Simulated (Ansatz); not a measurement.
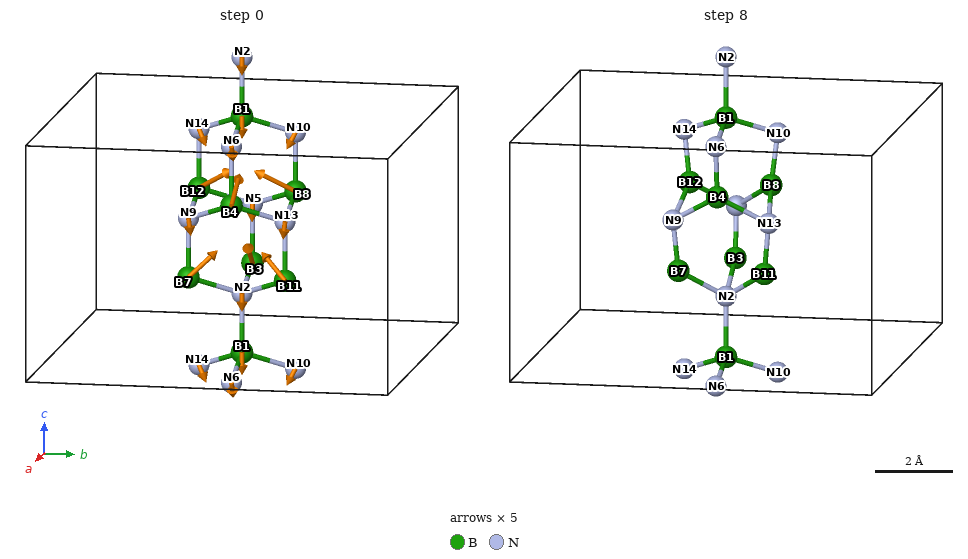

The structure of a wire of composition BN before (left) and after (right) a relaxation, at one scale. The orange arrows give the displacements (the part carried along by the change of the cell is left out), magnified 5 times.

The picture is a ball-and-stick view of the cell of the calculation, with the vacuum cut short, seen slightly off an axis.

Case: wire along [1 1 1], 14 atoms a period.

Theory: Ansatz 0.2.0, DFT PBE, scalar-relativistic, plane waves, PAW. (plane-wave cutoff 420 eV; k-point mesh 1 × 1 × 6; occupations gaussian; smearing width 0.05 eV; collinear spin; cell relaxed at fixed a, b, alpha, beta, gamma; force threshold 0.02 eV/Å; at most 45 steps)

### What changed between the two?

The largest moves relative to the centre of the atoms, 0.26 Å, are those of B4, B8 and B12. By element the largest moves are B 0.26 Å, N 0.10 Å. Along the periodic axis the drawn cell goes c 6.278 → 6.364 Å (+1.4 %). Among the contacts that change: B4–B12 2.563 → 2.162 Å, B1–B12 2.563 → 2.252 Å, B11–N13 1.570 → 1.369 Å, B12–N14 1.570 → 1.388 Å. Among the angles between lasting bonds that change: B8–N5–B12 109.5° → 87.5°, N2–B7–N9 109.5° → 126.4°, B3–N2–B7 109.5° → 97.1°. Over 7 accepted moves (8 points after the start) the energy falls by 5.175 eV per cell of the calculation. The largest force component goes from 4.6 to 0.0022 eV/Å. At 1 point the geometry stayed and the basis and grid were re-selected for the new cell (energy shift of 7.4 meV per cell of the calculation at most each time). The program noted that the starting moments weren't kept. The run may lie on a higher electronic state than the lowest, so the end point isn't shown to be the ground-state structure.
